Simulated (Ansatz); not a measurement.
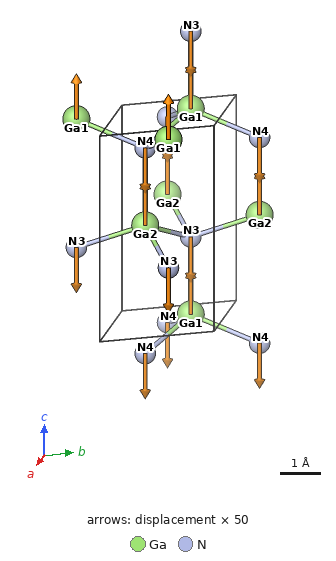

A relaxation of solid GaN (set up in P6_3mc). The starting structure is drawn; orange arrows show the displacements (the part carried along by the change of the cell is left out), magnified 50 times.

Style: ball-and-stick. Shown: the cell of the calculation, slightly off an axis.

Case: film's bulk on the substrate's plane, third vector and atoms relaxed.

These are results of DFT PBEsol, scalar-relativistic, plane waves, PAW (Ansatz), not measurements. Settings: plane-wave cutoff 420 eV; k-point mesh 9 × 9 × 5; occupations gaussian; smearing width 0.02 eV; no spin polarisation; cell relaxed at fixed a, b, gamma; force threshold 0.01 eV/Å; at most 50 steps.

Q: Describe the change and its energy.

A: The largest moves relative to the cell, 0.024 Å, are those of Ga1, Ga2, N3 and N4. N4 goes along −c. Largest moves by element: N 0.024 Å, Ga 0.024 Å. The volume changes by −2.4 %, with a = b unchanged at 3.076 Å, c 5.402 → 5.272 Å (−2.4 %). Among the contacts that change: Ga1–N3 2.035 → 1.937 Å, Ga1–N4 1.897 → 1.908 Å. The space group stays P6_3mc (No. 186). After 5 accepted moves (7 points after the start) the energy has fallen by 80.9 meV per cell of the calculation. The largest force component goes from 0.66 to under 0.0001 eV/Å. Pressure: 7.15 GPa at the start and 10.76 GPa at the end. At 2 points the geometry stayed and the basis and grid were re-selected for the new cell (energy shift of 2.9 meV per cell of the calculation at most each time). Cost: 20 s on 2 threads of Arm Neoverse V1, on a shared host, peak memory 0.36 GiB.
